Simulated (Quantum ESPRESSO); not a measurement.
**Band-structure run, with input and output: Cr (part 4 of 4)**

The same run, continued: Cr (2 atoms in the cell); Kohn-Sham DFT of a periodic cell, PBEsol, spin-orbit coupling, PseudoDojo 0.4 FR PBEsol standard (Quantum ESPRESSO 7.5); cutoff 1278.93 eV, 9×9×5 k-mesh, fermi-dirac of 0.05 eV, non-collinear spins. The structure derives from a Materials Project entry.

Geometry of the input (Å; fractional positions):
```
1.1471  -2.4670  0.0000
1.1471  2.4670  0.0000
0.0000  0.0000  4.0643
Cr 0.8705  0.1295  0.7500
Cr 0.1295  0.8705  0.2500
```

## Output, continued
```
   -51.8431 -51.8431 -51.7303 -51.7303 -24.0003 -24.0003 -23.7642 -23.7642
   -23.0782 -23.0782 -22.7826 -22.7826 -22.6248 -22.6248 -22.5088 -22.5088
    14.2993  14.2994  16.7125  16.7126  16.8741  16.8741  17.2627  17.2627
    17.8793  17.8793  18.3457  18.3457  20.3096  20.3096  20.5855  20.5855
    21.2435  21.2435  21.3990  21.3990  22.0206  22.0206  25.1891  25.1892
    30.2826  30.2827  31.9295  31.9295  34.9575  34.9575  38.6254  38.6254

          k =-0.2050-0.4767 0.4166 (  2397 PWs)   bands (ev):

   -51.8084 -51.8084 -51.7653 -51.7653 -23.9514 -23.9514 -23.8600 -23.8600
   -22.9720 -22.9720 -22.8624 -22.8624 -22.5830 -22.5830 -22.5284 -22.5284
    15.0037  15.0038  16.0090  16.0090  17.1606  17.1606  17.4925  17.4926
    17.6585  17.6585  18.0106  18.0106  20.4189  20.4189  20.6787  20.6787
    21.3666  21.3666  21.5880  21.5880  22.0576  22.0576  23.0975  23.0975
    31.5947  31.5948  33.1550  33.1551  35.4974  35.4974  39.0032  39.0032

          k =-0.0000-0.3813 0.0000 (  2380 PWs)   bands (ev):

   -51.9034 -51.9034 -51.7350 -51.7350 -24.0311 -24.0311 -23.6406 -23.6405
   -23.1413 -23.1412 -22.6721 -22.6721 -22.5173 -22.5173 -22.3981 -22.3981
    13.0460  13.0460  16.0969  16.0969  16.8196  16.8196  17.7568  17.7569
    18.0521  18.0521  18.5561  18.5561  20.4015  20.4015  20.6117  20.6118
    21.0263  21.0263  21.2930  21.2930  22.0649  22.0649  25.5275  25.5276
    29.1113  29.1114  31.1621  31.1621  37.4054  37.4054  39.4463  39.4463

          k =-0.0000-0.3813 0.2083 (  2392 PWs)   bands (ev):

   -51.8875 -51.8874 -51.7512 -51.7512 -24.0029 -24.0028 -23.6863 -23.6863
   -23.0876 -23.0876 -22.7138 -22.7137 -22.5071 -22.5071 -22.4041 -22.4041
    13.3824  13.3825  16.1573  16.1573  16.9600  16.9601  17.3731  17.3731
    17.9445  17.9446  18.4188  18.4189  20.4496  20.4497  20.5055  20.5055
    21.0827  21.0827  21.3014  21.3014  22.1139  22.1139  24.1567  24.1567
    30.9754  30.9755  31.8431  31.8431  36.0744  36.0744  40.7443  40.7443

          k =-0.0000-0.3813 0.4166 (  2381 PWs)   bands (ev):

   -51.8456 -51.8456 -51.7936 -51.7935 -23.9189 -23.9189 -23.7976 -23.7976
   -22.9601 -22.9600 -22.8204 -22.8204 -22.4747 -22.4747 -22.4322 -22.4322
    14.3214  14.3215  15.5737  15.5737  17.0779  17.0780  17.4636  17.4636
    17.5244  17.5245  18.0513  18.0514  20.5057  20.5057  20.7303  20.7303
    21.0292  21.0292  21.7296  21.7296  22.0380  22.0380  22.3477  22.3477
    32.7747  32.7748  34.3494  34.3494  34.9229  34.9229  38.7185  38.7185

          k = 1.2302-0.0000 0.0000 (  2399 PWs)   bands (ev):

   -51.6888 -51.6887 -51.6148 -51.6148 -24.0790 -24.0790 -24.0551 -24.0551
   -23.1206 -23.1206 -23.0830 -23.0830 -22.9657 -22.9657 -22.7161 -22.7161
    16.2123  16.2123  16.3736  16.3737  16.5571  16.5571  17.8230  17.8230
    18.0396  18.0396  19.3074  19.3074  20.1117  20.1117  21.0596  21.0596
    21.5517  21.5517  21.7414  21.7414  25.7362  25.7362  25.9614  25.9615
    29.5813  29.5813  33.3133  33.3133  33.6354  33.6354  34.3570  34.3571

          k = 1.2302-0.0000 0.2083 (  2388 PWs)   bands (ev):

   -51.6817 -51.6817 -51.6219 -51.6218 -24.0866 -24.0866 -24.0629 -24.0629
   -23.1828 -23.1828 -23.1136 -23.1136 -22.8755 -22.8754 -22.6952 -22.6952
    16.3011  16.3011  16.5457  16.5458  16.6072  16.6072  17.2930  17.2930
    18.4087  18.4087  19.1341  19.1341  20.1673  20.1673  20.7067  20.7067
    21.6821  21.6821  21.7917  21.7918  26.1538  26.1538  26.2467  26.2467
    29.4198  29.4199  31.2577  31.2577  32.5535  32.5535  34.0705  34.0705

          k = 1.2302-0.0000 0.4166 (  2395 PWs)   bands (ev):

   -51.6632 -51.6631 -51.6403 -51.6403 -24.1028 -24.1028 -24.0712 -24.0712
   -23.2433 -23.2433 -23.1478 -23.1478 -22.7670 -22.7670 -22.6794 -22.6794
    16.3699  16.3699  16.5623  16.5624  16.9953  16.9953  17.2015  17.2015
    18.3152  18.3153  18.6001  18.6001  20.3292  20.3293  20.4666  20.4666
    21.7827  21.7828  21.8423  21.8423  26.7950  26.7951  27.1738  27.1738
    28.7369  28.7370  29.4290  29.4290  32.0226  32.0226  32.8339  32.8339

          k = 1.4353 0.0953 0.0000 (  2401 PWs)   bands (ev):

   -51.7428 -51.7428 -51.6815 -51.6815 -23.9915 -23.9915 -23.9173 -23.9173
   -23.0389 -23.0389 -22.9656 -22.9656 -22.8589 -22.8589 -22.7568 -22.7568
    16.3215  16.3215  16.7021  16.7022  16.7165  16.7165  17.2333  17.2333
    17.7713  17.7713  19.3644  19.3644  19.4928  19.4928  20.9946  20.9946
    21.4051  21.4051  21.7313  21.7313  23.8251  23.8252  25.9089  25.9090
    31.5525  31.5525  31.8021  31.8021  33.1698  33.1699  33.8842  33.8842

          k = 1.4353 0.0953 0.2083 (  2402 PWs)   bands (ev):

   -51.7369 -51.7369 -51.6873 -51.6873 -24.0051 -24.0050 -23.9426 -23.9426
   -23.0790 -23.0790 -22.9639 -22.9639 -22.8258 -22.8258 -22.7080 -22.7079
    16.2086  16.2086  16.5281  16.5282  17.0511  17.0512  17.3881  17.3881
    17.6702  17.6703  18.9663  18.9664  19.8124  19.8124  20.9729  20.9729
    21.4666  21.4666  21.7345  21.7345  23.9206  23.9206  25.8765  25.8766
    29.4326  29.4327  31.6103  31.6103  33.6303  33.6303  34.9200  34.9200

          k = 1.4353 0.0953 0.4166 (  2400 PWs)   bands (ev):

   -51.7215 -51.7215 -51.7026 -51.7025 -24.0214 -24.0214 -23.9871 -23.9871
   -23.1031 -23.1031 -23.0005 -23.0005 -22.7431 -22.7431 -22.6615 -22.6615
    16.1707  16.1707  16.3575  16.3576  17.2828  17.2828  17.4210  17.4211
    17.9668  17.9669  18.4982  18.4983  20.0697  20.0697  20.5275  20.5276
    21.7620  21.7620  21.9358  21.9358  24.3206  24.3206  25.2366  25.2366
    28.8329  28.8330  29.8151  29.8152  34.7717  34.7717  36.2328  36.2329

          k =-0.2050-0.6673 0.0000 (  2395 PWs)   bands (ev):

   -51.8109 -51.8109 -51.7297 -51.7297 -23.9827 -23.9827 -23.8303 -23.8303
   -23.1012 -23.1012 -22.8692 -22.8692 -22.6562 -22.6562 -22.5561 -22.5561
    15.3680  15.3681  16.4033  16.4033  17.0329  17.0329  17.1012  17.1012
    17.7690  17.7690  18.2930  18.2930  20.0044  20.0044  21.1228  21.1228
    21.6574  21.6574  22.0950  22.0950  22.4682  22.4682  26.2793  26.2794
    29.4096  29.4096  30.6571  30.6571  34.1609  34.1609  35.0566  35.0566

          k =-0.2050-0.6673 0.2083 (  2398 PWs)   bands (ev):

   -51.8031 -51.8031 -51.7375 -51.7374 -23.9965 -23.9964 -23.8719 -23.8719
   -23.0616 -23.0616 -22.8822 -22.8822 -22.6338 -22.6338 -22.5449 -22.5449
    15.3156  15.3157  16.3109  16.3110  16.7473  16.7473  17.6331  17.6332
    17.8644  17.8644  18.2417  18.2418  20.1862  20.1862  21.1903  21.1903
    21.6760  21.6760  21.8460  21.8460  22.4619  22.4620  25.3904  25.3905
    28.6920  28.6920  32.2636  32.2637  33.0180  33.0180  37.1367  37.1368

          k =-0.2050-0.6673 0.4166 (  2397 PWs)   bands (ev):

   -51.7828 -51.7828 -51.7577 -51.7577 -24.0006 -24.0006 -23.9513 -23.9513
   -22.9903 -22.9903 -22.9157 -22.9157 -22.5863 -22.5863 -22.5389 -22.5388
    15.3998  15.3998  15.7952  15.7952  17.0519  17.0519  17.5390  17.5390
    18.2560  18.2560  18.3442  18.3442  20.6131  20.6131  21.0502  21.0502
    21.7802  21.7802  21.8839  21.8839  22.4467  22.4467  23.5619  23.5619
    29.2489  29.2489  30.5090  30.5090  36.3364  36.3364  38.4561  38.4562

          k =-0.0000-0.5720 0.0000 (  2392 PWs)   bands (ev):

   -51.8561 -51.8561 -51.7430 -51.7430 -23.9988 -23.9988 -23.7626 -23.7625
   -23.1428 -23.1428 -22.8070 -22.8070 -22.5440 -22.5440 -22.4319 -22.4319
    14.3991  14.3991  16.1817  16.1817  17.0185  17.0185  17.4034  17.4034
    17.8349  17.8349  17.9510  17.9510  20.3203  20.3203  21.2360  21.2360
    21.4073  21.4073  21.8107  21.8107  22.2627  22.2627  27.2659  27.2660
    27.8004  27.8004  30.1518  30.1518  35.0319  35.0320  36.3005  36.3006

          k =-0.0000-0.5720 0.2083 (  2396 PWs)   bands (ev):

   -51.8453 -51.8453 -51.7538 -51.7538 -24.0023 -24.0022 -23.8097 -23.8097
   -23.0879 -23.0879 -22.8257 -22.8257 -22.5270 -22.5270 -22.4310 -22.4310
    14.5210  14.5210  16.2064  16.2065  16.7519  16.7519  17.4875  17.4875
    17.7642  17.7642  18.2402  18.2402  20.4248  20.4248  21.2114  21.2114
    21.5063  21.5063  21.6027  21.6027  22.2255  22.2255  25.1150  25.1151
    28.9416  28.9416  32.0258  32.0259  33.3396  33.3396  38.1620  38.1620

          k =-0.0000-0.5720 0.4166 (  2396 PWs)   bands (ev):

   -51.8171 -51.8171 -51.7821 -51.7821 -23.9813 -23.9813 -23.9069 -23.9069
   -22.9770 -22.9770 -22.8820 -22.8820 -22.4856 -22.4856 -22.4453 -22.4453
    14.9397  14.9398  15.6486  15.6487  16.8661  16.8661  17.2465  17.2465
    18.1862  18.1863  18.4129  18.4129  20.7252  20.7252  21.1620  21.1620
    21.5717  21.5717  21.7606  21.7606  22.0443  22.0443  22.9535  22.9535
    30.0943  30.0943  31.5565  31.5566  35.4144  35.4145  38.4497  38.4498

          k = 1.6403 0.0000 0.0000 (  2402 PWs)   bands (ev):

   -51.7831 -51.7830 -51.7447 -51.7446 -23.9572 -23.9571 -23.8916 -23.8916
   -23.0604 -23.0603 -22.9411 -22.9411 -22.6625 -22.6625 -22.5753 -22.5753
    16.0339  16.0339  16.3013  16.3014  16.9185  16.9185  17.0266  17.0266
    17.6614  17.6614  18.4188  18.4188  19.8697  19.8698  21.4599  21.4599
    21.8031  21.8031  22.1513  22.1513  23.9094  23.9095  23.9633  23.9634
    31.7438  31.7438  31.8137  31.8138  32.1866  32.1866  32.5656  32.5657

          k = 1.6403 0.0000 0.2083 (  2405 PWs)   bands (ev):

   -51.7793 -51.7793 -51.7483 -51.7482 -23.9821 -23.9820 -23.9314 -23.9313
   -23.0351 -23.0351 -22.9362 -22.9362 -22.6327 -22.6327 -22.5645 -22.5644
    15.8038  15.8039  15.9601  15.9601  16.7339  16.7339  17.5889  17.5890
    18.2230  18.2231  18.2296  18.2296  20.1670  20.1671  21.5814  21.5814
    21.7654  21.7654  21.9178  21.9178  23.6712  23.6713  23.7727  23.7727
    29.8464  29.8464  30.0368  30.0368  34.7769  34.7769  34.9708  34.9709

          k = 1.6403 0.0000 0.4166 (  2399 PWs)   bands (ev):

   -51.7696 -51.7696 -51.7578 -51.7577 -24.0158 -24.0158 -23.9942 -23.9942
   -22.9946 -22.9946 -22.9368 -22.9368 -22.5849 -22.5849 -22.5452 -22.5452
    15.4957  15.4958  15.6205  15.6205  16.9533  16.9533  17.4727  17.4727
    18.6622  18.6622  18.8035  18.8035  20.7105  20.7105  21.2084  21.2085
    21.8627  21.8627  22.0466  22.0466  23.1045  23.1046  23.2558  23.2558
    28.8102  28.8103  28.8965  28.8965  37.4420  37.4420  37.4923  37.4923

          k =-0.0000-0.7627 0.0000 (  2422 PWs)   bands (ev):

   -51.8120 -51.8119 -51.7614 -51.7614 -23.9662 -23.9662 -23.8681 -23.8680
   -23.0921 -23.0921 -22.9307 -22.9307 -22.5599 -22.5599 -22.4551 -22.4551
    15.4667  15.4667  16.0442  16.0442  17.0064  17.0064  17.1278  17.1279
    17.6561  17.6561  18.1324  18.1324  20.1618  20.1619  21.6704  21.6704
    22.1685  22.1685  22.3609  22.3610  22.5607  22.5607  24.5992  24.5993
    30.1839  30.1839  31.1339  31.1339  32.6070  32.6071  33.3192  33.3192

          k =-0.0000-0.7627 0.2083 (  2396 PWs)   bands (ev):

   -51.8071 -51.8071 -51.7662 -51.7661 -23.9916 -23.9915 -23.9134 -23.9133
   -23.0489 -23.0488 -22.9227 -22.9227 -22.5362 -22.5362 -22.4529 -22.4529
    15.3163  15.3163  15.7770  15.7770  16.6126  16.6126  17.3677  17.3677
    18.3801  18.3801  18.4751  18.4751  20.3343  20.3343  21.7219  21.7219
    22.0115  22.0115  22.2175  22.2175  22.3335  22.3335  24.0415  24.0416
    28.9565  28.9565  30.8078  30.8078  33.4266  33.4266  35.5673  35.5673

          k =-0.0000-0.7627 0.4166 (  2403 PWs)   bands (ev):

   -51.7943 -51.7943 -51.7787 -51.7787 -24.0194 -24.0193 -23.9899 -23.9899
   -22.9735 -22.9735 -22.9273 -22.9273 -22.4881 -22.4881 -22.4570 -22.4570
    15.1544  15.1544  15.3610  15.3610  16.6953  16.6953  17.1263  17.1263
    19.3050  19.3051  19.4425  19.4425  20.8099  20.8099  21.4535  21.4535
    21.8621  21.8621  21.9651  21.9651  22.0464  22.0464  22.7036  22.7036
    28.7126  28.7126  29.4015  29.4015  36.3186  36.3186  37.4896  37.4896

     the Fermi energy is    19.5808 ev

!    total energy              =    -355.51905870 Ry
     estimated scf accuracy    <          7.3E-11 Ry
     smearing contrib. (-TS)   =      -0.00176266 Ry
     internal energy E=F+TS    =    -355.51729604 Ry

     The total energy is F=E-TS. E is the sum of the following terms:
     one-electron contribution =    -110.07430658 Ry
     hartree contribution      =      71.51378478 Ry
     xc contribution           =     -52.28477968 Ry
     ewald contribution        =    -264.67199456 Ry

     total magnetization       =    -0.00    -0.00    -0.00 Bohr mag/cell
     absolute magnetization    =     0.00 Bohr mag/cell

     convergence has been achieved in  17 iterations

     Forces acting on atoms (cartesian axes, Ry/au):

     atom    1 type  1   force =     0.00000000    0.00792166    0.00000000
     atom    2 type  1   force =    -0.00000000   -0.00792166    0.00000000

     Total force =     0.011203     Total SCF correction =     0.000009

     Computing stress (Cartesian axis) and pressure

          total   stress  (Ry/bohr**3)                   (kbar)     P=       -8.47
  -0.00015880   0.00000000   0.00000000          -23.36        0.00        0.00
   0.00000000  -0.00025962   0.00000000            0.00      -38.19        0.00
   0.00000000   0.00000000   0.00024573            0.00        0.00       36.15

=------------------------------------------------------------------------------=
   JOB DONE.
=------------------------------------------------------------------------------=
```

## File pp_potential.out
```
This program is part of the open-source Quantum ESPRESSO suite
     for quantum simulation of materials; please cite
         "P. Giannozzi et al., J. Phys.:Condens. Matter 21 395502 (2009);
         "P. Giannozzi et al., J. Phys.:Condens. Matter 29 465901 (2017);
         "P. Giannozzi et al., J. Chem. Phys. 152 154105 (2020);
          URL
     in publications or presentations arising from this work. More details at

     ./tmp/pwscf.save/

     IMPORTANT: XC functional enforced from input :
     Exchange-correlation= PBESOL
                           (   1   4  10   8   0   0   0)
     Any further DFT definition will be discarded
     Please, verify this is what you really want

     G-vector sticks info
     --------------------
     sticks:   dense  smooth     PW     G-vecs:    dense   smooth      PW
     Sum         601     601    195                19143    19143    3509

     Using Slab Decomposition

     Calling punch_plot, plot_num =  11
     Writing data to file  potential.dat
     Reading data from file  potential.dat

     Writing data to be plotted to file potential.cube
     Plot Type: 3D                     Output format: Gaussian cube

=------------------------------------------------------------------------------=
   JOB DONE.
=------------------------------------------------------------------------------=
```

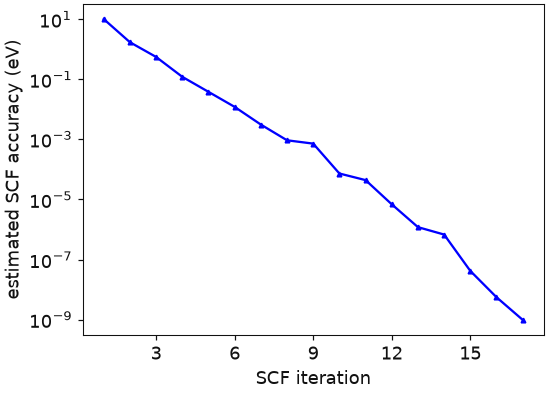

*Convergence of the self-consistent field: estimated SCF accuracy against the iteration.*

The field takes 17 iterations in all.

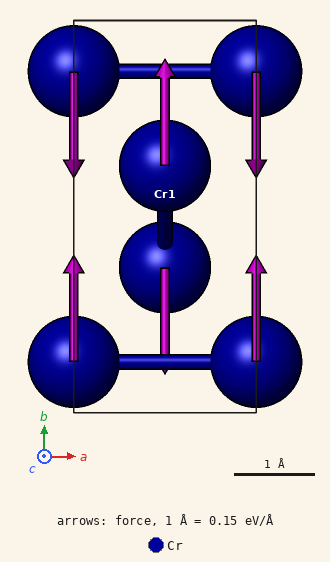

*Forces on the atoms as pink arrows (ball-and-stick view of the cell 2 times as large as that of the calculation, set on its symmetry axes, along the c axis; atoms are numbered from 1 in the order of the input).*

The largest act on Cr1, Cr2 (0.20 eV/Å). The geometry is not a stationary point of this energy.

## Results in brief

- outcome: converged
- space group (tolerance 0.01 Å): Cmcm (63)
- electrons treated: 28
- free energy: −4837.0832 eV
- Fermi energy: 19.581 eV
- gap on the k-point mesh: none (metallic)
- net moment of the cell: 0.00 μB
- integrated absolute moment: 0.00 μB
- pressure: −0.85 GPa
- largest force (length of the vector): 0.204 eV/Å
- hardware: 2 threads of Arm Neoverse V1, 24 GiB of memory available, shared host
- wall time: 5.1 min (CPU time 10 min)
- peak memory: 0.46 GiB

## Notes

Points of doubt noted for this run: coarse mesh.
